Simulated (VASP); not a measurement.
System: wurtzite AlN, space group P6_3mc, 4 atoms in the cell; a = 3.113 Å, c = 4.981 Å (hexagonal axes). Starting point: PBEsol, VASP PAW PBE potentials, release 64 (Al_GW, N_GW), no spin polarisation, no spin-orbit coupling, 6×6×4 k mesh, 450 eV cutoff, Gaussian smearing of 0.01 eV (VASP). Many-body step: G0W0 with cutoff of the response function 230 eV, empty bands 440, GW iterations 1 and frequency points 50.

In PBEsol the smallest gap over these k points is 4.14 eV, with direct gaps of 4.14 eV at Γ, 6.35 eV at M and 6.56 eV at L.

### What does G0W0 give?

Over the k points that were corrected, the smallest gap goes from 4.14 eV in PBEsol (direct at Γ) to 5.89 eV in G0W0 (direct at Γ), a change of +1.75 eV (+42 %). Counted from the valence top, the lowest empty level moves by +1.75 eV at Γ, +1.80 eV at M and +1.79 eV at L; over the 21 points that were corrected the shifts run from +1.73 to +1.90 eV: a spread of 0.17 eV on a mean of 1.83 eV, so one scissor shift describes this level well. The top filled level also moves against the valence top, by −0.16 eV at K. Down to 4.5 eV under the top, the filled levels drop by about 0.05 eV more for each eV of depth, so the valence band is stretched by about 5 %.

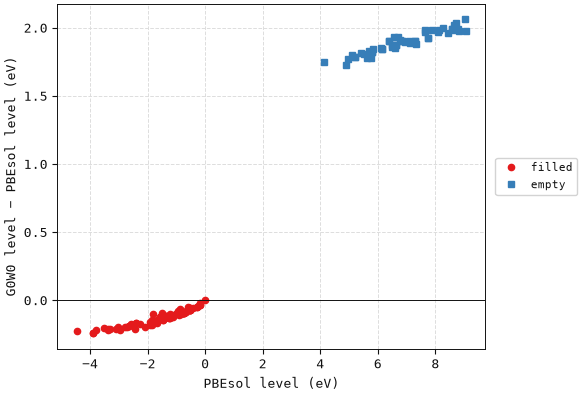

Change of each level from PBEsol to G0W0 against its PBEsol energy, both sets counted from their own valence top. Levels over 8 eV under the top or 5 eV above the conduction bottom aren't drawn.

```csv
k point,PBEsol direct gap (eV),G0W0 direct gap (eV)
Γ,4.14,5.89
M,6.35,8.24
L,6.56,8.46
```

Bands, screening cutoff and mesh are small and nothing is extrapolated, so the quasiparticle values aren't converged. The PAW data sets were made with another functional.
